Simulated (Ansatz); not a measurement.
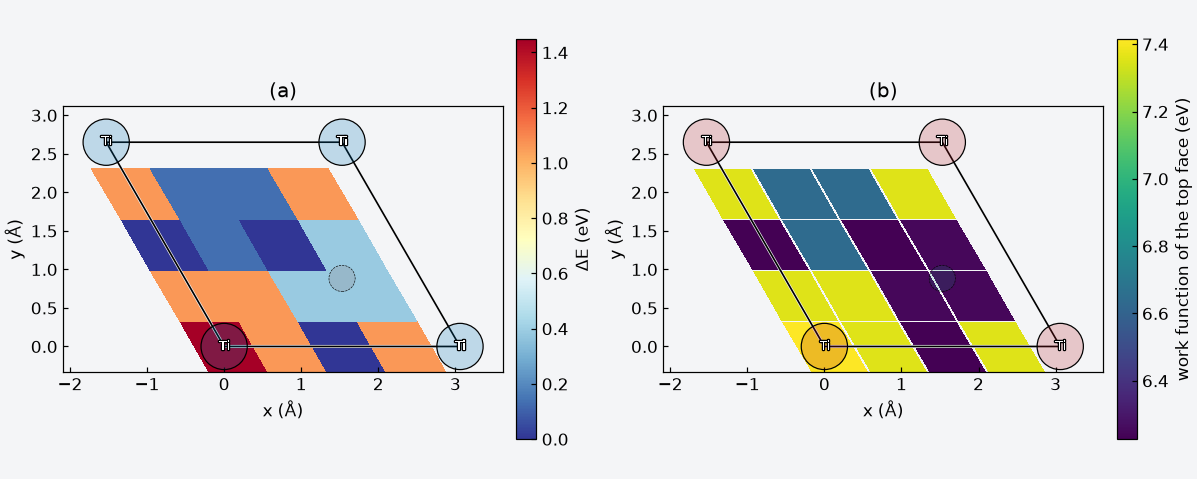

C on a TiC(111) slab cut from the Fm-3m phase (8 atoms of substrate and one adsorbate in a 1 × 1 cell). One C atom a 1 × 1 cell is placed over a mesh of places on the rigid (1 1 1) surface, and only its height is relaxed. Places are given modulo a cell vector. The map is drawn in real space over the plane of the surface. The scan uses a 4 × 4 grid. All energies are given in eV relative to the lowest grid point. This mesh misses the points at thirds of the hexagonal cell. With one adsorbate in each 1 × 1 cell, its nearest image is 3.1 Å away, so neighbouring adsorbates interact. The calculation used DFT r2SCAN, scalar-relativistic, plane waves, PAW (Ansatz).

Panel (a) is the energy and panel (b) the computed work function of the top face on the same grid.

In the figure: one coloured cell a grid point, labelled circles for the atoms of the top layer and small ones for the second layer, the outline of one cell of the plane.

Question: How does the work function of the top face vary over the map, and what is it at the lowest grid point?

Answer: It runs from 6.23 eV at a bridge site between two Ti atoms, (0/4, 2/4) of the cell vectors to 7.41 eV at the top site over a surface Ti atom, (0/4, 0/4) of the cell vectors. At the lowest grid point, a bridge site between two Ti atoms, (0/4, 2/4) of the cell vectors, it is 6.23 eV.
